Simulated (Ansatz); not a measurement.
Single-point calculation of Ge

Ge (2 atoms in the cell), computed with DFT, PBE, plane waves, PAW, no spin polarisation (Ansatz 0.2.0).

The structure was built on a prototype by a generator. The geometry comes from this level: r2SCAN (a point of a series of strains). It belongs to a series of runs on one base structure; here: uniaxial_x strain +2.0%. Figures and captions count atoms from 1; the log counts them from 0 in places.

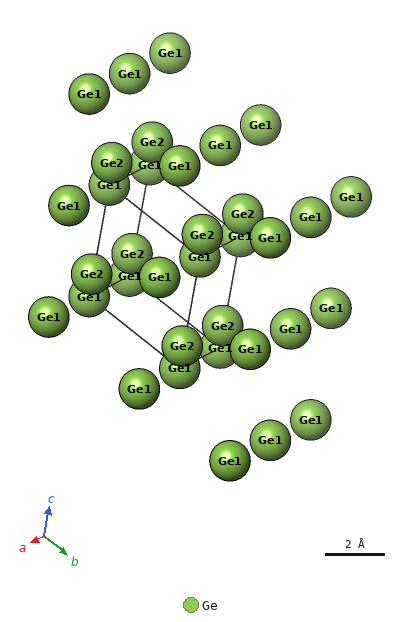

The input geometry (spheres-only view of the reduced cell, repeated 2 × 2 × 2, seen slightly off an axis; atoms are numbered from 1 in the order of the input).

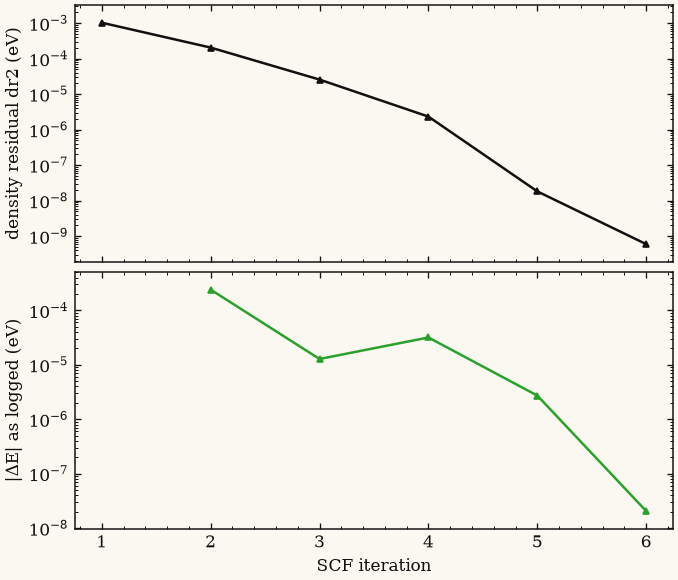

Convergence of the self-consistent field: density residual dr2 and size of the energy change against the SCF iteration. The residual falls at every step.

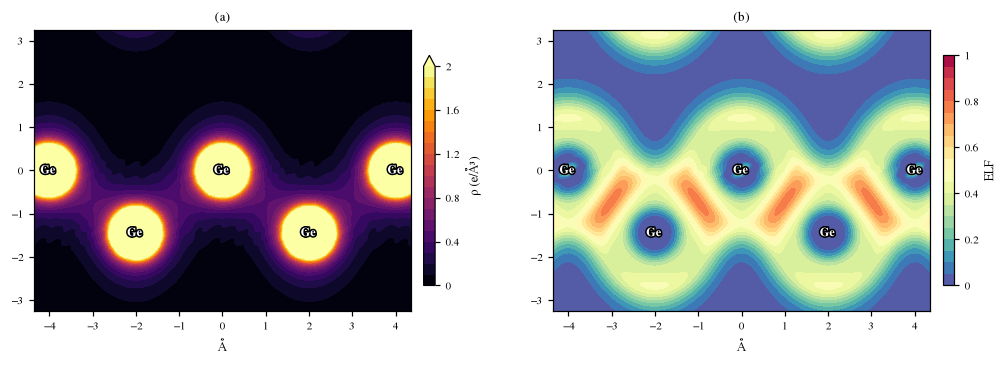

(a) valence electron density; (b) electron localisation function on the (010) plane of the conventional cell. Atoms in the plane: Ge. Away from the nuclei the density in this plane falls to 0.02 e/Å³ at its lowest. In a PAW calculation such maps are meaningful between the atoms, not at the nuclei.

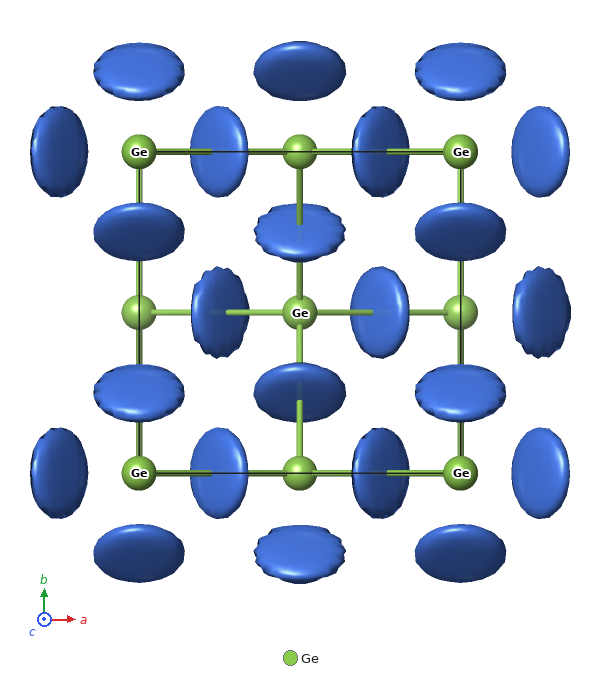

Isosurface of the electron localisation function at 0.7 (blue), seen along the c axis. Only the valence region is drawn (cores and ρ < 0.01 e/Å³ removed). Sticks mark near contacts. The outline is the cell set on symmetry axes. Values along the shortest contacts:

The input and output of the run follow.

**The input**
```yaml
crystal:
  lattice:
    - [0.0, 2.8368735121, 2.8368735121]
    - [2.8936109824, 0.0, 2.8368735121]
    - [2.8936109824, 2.8368735121, 0.0]
  atoms:
    - { symbol: Ge, position: [0.0, 0.0, 0.0] }
    - { symbol: Ge, position: [0.25, 0.25, 0.25] }
kpoints:
  mp_grid: { grid: [8, 8, 8] }
  band_path:
    path:
      - [0.0, 0.0, 0.0]
      - [0.5, 0.0, 0.5]
      - [0.625, 0.25, 0.625]
      - [0.375, 0.375, 0.75]
      - [0.5, 0.5, 0.5]
      - [0.5, 0.25, 0.75]
      - [0.0, -0.010417, -0.010417]
    npoints: 1
hamiltonian:
  xc: pbe
scf:
  occupations: { method: fermi_dirac, width: 0.02 }
  n_extra_bands: 4
output:
  forces: true
  stress: true
  eigenvalues: true
  write_density: true
  write_potential: true
  elf: true
  volumetric_format: npy
```

Launched with:
```bash
ansatz run input.yaml --threads 4 --pin off --max-ram 4608MiB --backend cpu --events-out ev --progress --plain --runs-dir out
```

**What the program printed**
```
scf.n_extra_bands = 4 over 14 filled bands (N_el = 28.0): the run solves 18 bands
Engine: ansatz 0.2.0, aarch64-unknown-linux-gnu
Pseudopotentials: kind: paw
Pseudopotential: Ge, paw, valence charge 14, recommended cutoff 420 eV (normal), Ge.paw.azcp
Functional definition: PBE
  parameter kappa = 0.804
  parameter beta = 0.06672455060314922
  exchange = pbe_x(kappa = kappa, mu = beta*pi^2/3)
  correlation = pbe_c(beta = beta)
Crystal: 2 atoms, lattice volume = 46.575 Å³
Basis set: ecut = 420 eV, 909 PW (Γ), exchange–correlation on 54×60×60 points (8 copies of the dense FFT grid, shifted against one another)
Bands: 18, of which v1, the nominal top of the filled ones, is band 14 counted from 1 (13 counted from 0)
Symmetry: 16 space group operations
Space group: I41/amd (ITA 141), of the structure as read, at distance tolerance 3.6e-5 Å
k-points: 59 of 512
Non-local potential: Ge, projectors of the file, l = 0: 2, l = 1: 2, l = 2: 3, l = 3: 1
PAW form: soft (Blöchl's): semilocal exchange-correlation on the pseudo side does not see the compensation charge
PAW one-centre angular grid: Ge, 590 points (default); XC on 64 Gauss nodes
Initial density: superposition of atomic densities (neutral atoms: chi_scale 0, normalization atom), corrected by the library's trained network
Initial wavefunctions: pseudopotential atomic-orbital guess
Functional: x = pbe(κ = 0.804, μ = 0.2195149727645171), c = pbe(β = 0.06672455060314922)
SCF iter   1: F=—  HF=-8589.948680 eV  |F-HF|=—  |Δ(HF+E_count)|=         —  Δρ=1.42e-3  dr2=1.03e-3  ethr=1.77e-3  ⟨swp⟩=6.0  Hψ=4935  notcnv=0
preconditioner: auto → none  [insulator: Δε(μ)=0.154 eV  Ē_g=23.333 eV  σ=0.020 eV  W_gap=0.64  n_scr=14 (ndim 8)  ℏωp=28.8 eV  f_vac=0.084  D(μ)=0.14/eV (n_scr^D=0)  ε∞_Penn≈2.5]
SCF iter   2: F=—  HF=-8589.948439 eV  |F-HF|=—  |Δ(HF+E_count)|=   2.41e-4  Δρ=8.15e-4  dr2=2.05e-4  ethr=3.67e-6  ⟨swp⟩=2.0  Hψ=2518  notcnv=0
SCF iter   3: F=—  HF=-8589.948452 eV  |F-HF|=—  |Δ(HF+E_count)|=   1.28e-5  Δρ=2.69e-4  dr2=2.57e-5  ethr=7.32e-7  ⟨swp⟩=2.0  Hψ=1889  notcnv=0
SCF iter   4: F=—  HF=-8589.948484 eV  |F-HF|=—  |Δ(HF+E_count)|=   3.18e-5  Δρ=7.76e-5  dr2=2.33e-6  ethr=9.18e-8  ⟨swp⟩=2.0  Hψ=1301  notcnv=0
iter 5 did not close the SCF: its close was put off for the readings that it lacked (scf_convergence_deferred on its scf_iter line)
SCF iter   5: F=-8589.948487 eV  HF=-8589.948487 eV  |F-HF|=9.46e-10  |Δ(HF+E_count)|=   2.72e-6  Δρ=8.37e-6  dr2=1.82e-8  ethr=8.32e-9  ⟨swp⟩=2.0  Hψ=1891  notcnv=0
SCF iter   6: F=-8589.948487 eV  HF=-8589.948487 eV  |F-HF|=1.12e-9  |Δ(HF+E_count)|=   2.05e-8  Δρ=1.62e-6  dr2=5.94e-10  ethr=6.50e-11  ⟨swp⟩=5.0  Hψ=5834  notcnv=0
SCF 1 converged in 6 iterations: F = -8589.948487 eV  dr2 = 5.94e-10
  greatest PAW one-centre occupation: 0.998 electrons in one spin orbital (limit 2), on the Ge atom at site 1 (counted from 0), in its partial waves of l = 2
NSCF: frozen V_eff on 7 k-points
SCF converged after 6 iterations
Free energy (F): -8589.948487 eV
Harris-Foulkes:  -8589.948487 eV  (|F-HF|=1.12e-9)
Internal energy: -8589.948301 eV  (E = F + TS)
E sigma→0 (E₀):  -8589.948394 eV
Entropy (-TS):   -0.000185 eV (-0.093 meV/atom)
Fermi energy:    8.248267 eV
--- Per-component energies (eV) ---
  E_band       = -307.265073
  E_kinetic    = 222.454160
  E_local      = -4981.140307  (includes V_loc(G=0)·N_el)
  E_nonlocal   = 836.804857
  E_hartree    = 2184.551531
  E_xc         = -150.921404
  E_vxc        = -128.919694  (∫ρ·V_xc dr)
  E_paw        = -4039.576195  (= ΣΔE_a)
  E_vpaw       = -625.569431  (= ΣTr[D̂ρ^β])
  E_aug_tail   = 0.000638  (compensation charges beyond the density's cutoff)
  E_ewald      = -2662.121582
  E_smearing   = -0.000185  (= −TS)
  E_closure    = -0.000000  (closes the sum)
  Σ components = -8589.948487   (vs F -8589.948487, Δ=0.00e0)
--- Forces (eV/Å), atoms counted from 1 ---
  atom   1  Ge    -0.00000000     0.00000000     0.00000000
  atom   2  Ge     0.00000000     0.00000000     0.00000000
  max |Σ_I F_I| component: 2.78e-17 eV/Å
--- Stress (GPa, compression-positive) ---
        0.723008       0.000000       0.000000
        0.000000       2.107934      -0.000000
        0.000000       0.000000       2.107934
  P = ⅓ Tr σ = 1.6463 GPa (16.463 kbar)
--- Band table (eV; the first three rows and the last of 59) ---
  k-point 0: bands = ["-16.5542", "-16.5542", "-16.5500", "-16.5200", "-16.5187", "-16.3280", "-16.3200", "-16.3200", "-16.3149", "-16.3096", "-4.3516", "7.9805", "8.1068", "8.2606", "8.2606", "10.7155", "10.7155", "10.8113"]
  k-point 1: bands = ["-16.5617", "-16.5591", "-16.5503", "-16.5091", "-16.5085", "-16.3361", "-16.3348", "-16.3242", "-16.3019", "-16.3017", "-4.1664", "5.8100", "7.8307", "7.9434", "9.1199", "11.1556", "11.1930", "11.6217"]
  k-point 2: bands = ["-16.5715", "-16.5679", "-16.5448", "-16.4928", "-16.4928", "-16.3489", "-16.3478", "-16.3312", "-16.2937", "-16.2904", "-3.6296", "3.5256", "7.2862", "7.4263", "8.7811", "11.7913", "11.8089", "13.6813"]
  k-point 58: bands = ["-16.5958", "-16.5958", "-16.4600", "-16.4600", "-16.4215", "-16.4215", "-16.3940", "-16.3940", "-16.2632", "-16.2632", "-0.4588", "-0.4588", "4.4403", "4.4403", "12.2505", "12.2505", "12.7671", "12.7671"]
```

**File bands.tsv**
```
# k_distance	band_0	band_1	band_2	band_3	band_4	band_5	band_6	band_7	band_8	band_9	band_10	band_11	band_12	band_13	band_14	band_15	band_16	band_17
# fermi_ev = 8.248267
# lock_threshold_ev = 1e-6
# [0, 0, 0] at k_distance = 0.000000
# [0.5, 0, 0.5] at k_distance = 1.107414
# [0.625, 0.25, 0.625] at k_distance = 1.495124
# [0.375, 0.375, 0.75] at k_distance = 2.164438
# [0.5, 0.5, 0.5] at k_distance = 2.840390
# [0.5, 0.25, 0.75] at k_distance = 3.623450
# [0, -0.010417, -0.010417] at k_distance = 4.866881
# levels_relative_to = fermi_ev
# free_energy_ev = -8589.948487
# largest_residual_norms_ev = 5.589e-4 5.795e-4 4.361e-4 4.796e-4 4.694e-4 6.341e-4 4.370e-4 4.857e-4 4.464e-4 4.712e-4 4.627e-4 5.808e-4 5.149e-4 4.641e-4 1.382e-3 1.387e-3 1.538e-3 1.766e-3
0.000000	-24.802441	-24.802441	-24.798290	-24.768224	-24.767007	-24.576271	-24.568309	-24.568309	-24.563212	-24.557832	-12.599850	-0.267728	-0.141509	0.012301	0.012301	2.467239	2.467239	2.563046
1.107414	-24.831183	-24.831183	-24.750586	-24.750586	-24.660850	-24.660850	-24.610257	-24.610257	-24.522867	-24.522867	-8.789416	-8.789416	-3.059159	-3.059159	0.695687	0.695687	9.219861	9.219861
1.495124	-24.848016	-24.832231	-24.748703	-24.693970	-24.672083	-24.662046	-24.653949	-24.611184	-24.522176	-24.507582	-9.276102	-8.214994	-4.223164	-2.634425	1.081431	3.902957	6.994551	7.147643
2.164438	-24.848016	-24.832231	-24.748703	-24.693970	-24.672083	-24.662046	-24.653949	-24.611184	-24.522176	-24.507582	-9.276102	-8.214994	-4.223164	-2.634425	1.081431	3.902957	6.994551	7.147643
2.840390	-24.826404	-24.821426	-24.784676	-24.728887	-24.728081	-24.606600	-24.603933	-24.589161	-24.537007	-24.530562	-10.578197	-7.508768	-1.488517	-1.313420	0.050394	3.636472	3.744395	7.077109
3.623450	-24.844065	-24.844065	-24.708242	-24.708242	-24.669772	-24.669772	-24.642244	-24.642244	-24.511423	-24.511423	-8.707069	-8.707069	-3.807947	-3.807947	4.002190	4.002190	4.518799	4.518799
4.866881	-24.802484	-24.802484	-24.798424	-24.767985	-24.766950	-24.576681	-24.568247	-24.568247	-24.563264	-24.557547	-12.598159	-0.410966	0.001176	0.003510	0.003510	2.478288	2.478288	2.557351
```

**File rho_z.tsv**
```
# z_ang	rho[e/angstrom^3]
# format = ansatz-planar-average/11
# lattice	0.000000000	2.836873512	2.836873512
# lattice	2.893610982	0.000000000	2.836873512
# lattice	2.893610982	2.836873512	0.000000000
# sites	2
# site	32	0.000000000	0.000000000	0.000000000
# site	32	1.446805491	1.418436756	1.418436756
0.000000	1.442388e0
0.135075	1.335813e0
0.270151	1.063909e0
0.405226	8.344626e-1
0.540302	7.824061e-1
0.675377	9.326459e-1
0.810453	1.207322e0
0.945528	1.421353e0
1.080603	1.390468e0
1.215679	1.109777e0
1.350754	7.497411e-1
1.485830	4.672200e-1
1.620905	2.988070e-1
1.755981	2.096943e-1
1.891056	1.613461e-1
2.026132	1.330139e-1
2.161207	1.159820e-1
2.296282	1.055588e-1
2.431358	1.000225e-1
2.566433	9.896022e-2
2.701509	1.022042e-1
2.836584	1.101180e-1
2.971660	1.234425e-1
3.106735	1.453710e-1
3.241810	1.821363e-1
3.376886	2.471152e-1
3.511961	3.702674e-1
3.647037	5.937996e-1
3.782112	9.273288e-1
3.917188	1.272868e0
```

**File v_z.tsv**
```
# z_ang	v_es[eV]	v_tot[eV]
# format = ansatz-planar-average/11
# xc	pbe
# density_cutoff_ev	1680
# datasets	Ge=:simpson_from_first_knot:soft
# lattice	0.000000000	2.836873512	2.836873512
# lattice	2.893610982	0.000000000	2.836873512
# lattice	2.893610982	2.836873512	0.000000000
# sites	2
# site	32	0.000000000	0.000000000	0.000000000
# site	32	1.446805491	1.418436756	1.418436756
0.000000	5.138284e-1	-1.050671e1
0.135075	-3.049015e-1	-1.160385e1
0.270151	-9.028178e-1	-1.240618e1
0.405226	-1.224933e0	-1.286358e1
0.540302	-1.286834e0	-1.295654e1
0.675377	-1.098201e0	-1.267935e1
0.810453	-6.372076e-1	-1.204644e1
0.945528	8.404012e-2	-1.108614e1
1.080603	9.665316e-1	-9.882686e0
1.215679	1.892622e0	-8.552808e0
1.350754	2.851134e0	-7.118378e0
1.485830	3.883518e0	-5.544818e0
1.620905	4.983633e0	-3.857358e0
1.755981	6.137603e0	-2.131732e0
1.891056	7.313080e0	-4.670129e-1
2.026132	8.408263e0	1.022342e0
2.161207	9.267807e0	2.183719e0
2.296282	9.810759e0	2.929390e0
2.431358	1.008605e1	3.316582e0
2.566433	1.014040e1	3.394042e0
2.701509	9.977316e0	3.162651e0
2.836584	9.577708e0	2.607149e0
2.971660	8.876103e0	1.653252e0
3.106735	7.880220e0	3.084784e-1
3.241810	6.727037e0	-1.285332e0
3.376886	5.554738e0	-2.993351e0
3.511961	4.426235e0	-4.711400e0
3.647037	3.357557e0	-6.349081e0
3.782112	2.364464e0	-7.851493e0
3.917188	1.427922e0	-9.229078e0
```

**Key numbers**

```json
{"quantity": "outcome", "value": "converged"}
{"quantity": "space group (tolerance 0.01 Å)", "value": "I4₁/amd (141)"}
{"quantity": "electrons treated", "value": "28"}
{"quantity": "free energy", "value": "−8589.9485 eV"}
{"quantity": "Fermi energy", "value": "8.248 eV"}
{"quantity": "band gap", "value": "none (metallic)"}
{"quantity": "pressure", "value": "1.65 GPa"}
{"quantity": "largest force (length of the vector)", "value": "under 0.001 eV/Å"}
{"quantity": "hardware", "value": "4 threads of Arm Neoverse V1, 24 GiB of memory available, shared host"}
{"quantity": "wall time", "value": "1.1 s (CPU time 3.8 s)"}
{"quantity": "peak memory", "value": "0.35 GiB"}
```
